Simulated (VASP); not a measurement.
```
Na H
1.0
     5.19384    0.00000    0.00000
     0.00000    0.00000   -5.19384
     0.00000    5.19384    0.00000
Na H
4 4
Direct
  0.50000 0.50000 0.00000
  0.00000 0.50000 0.50000
  0.00000 0.00000 0.00000
  0.50000 0.00000 0.50000
  0.25000 0.75000 0.25000
  0.75000 0.75000 0.75000
  0.75000 0.25000 0.25000
  0.25000 0.25000 0.75000
```

Space group F-43m; a generated structure, not necessarily the stable one.

The calculation used Kohn-Sham DFT of a periodic cell, PBE, VASP PAW PBE potentials, recommended (VASP).

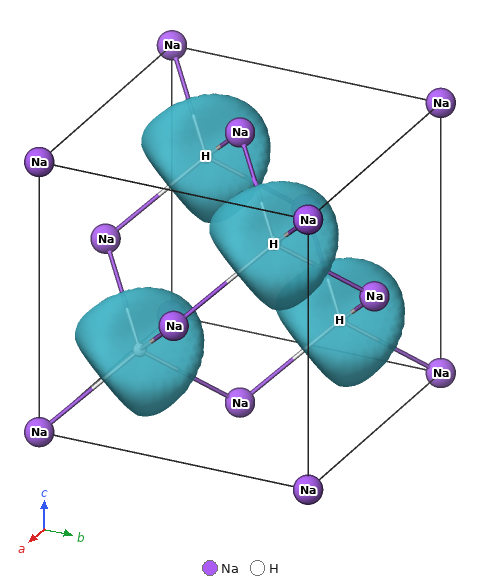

NaH. Isosurface of the ELF at 0.9 (cyan), seen at an oblique angle. Only the valence region is drawn (cores and ρ < 0.01 e/Å³ removed). Sticks mark near contacts.

Question: Identify the bonds, lone pairs and shells in this picture.

Answer: The ELF exceeds this value in four regions around hydrogen nuclei, counted in one cell of 8 atoms. Regions shared between cells count once. Profiles from the grid: Na–H (2.25 Å): the ELF climbs to about 1 towards the hydrogen; a hydride-like H with a filled shell, bound largely ionically.

Question: Does the calculation give a band gap?

Answer: It is gapped, with a Kohn–Sham gap of 3.6 eV on the k-point mesh, an upper bound to the gap of this method.
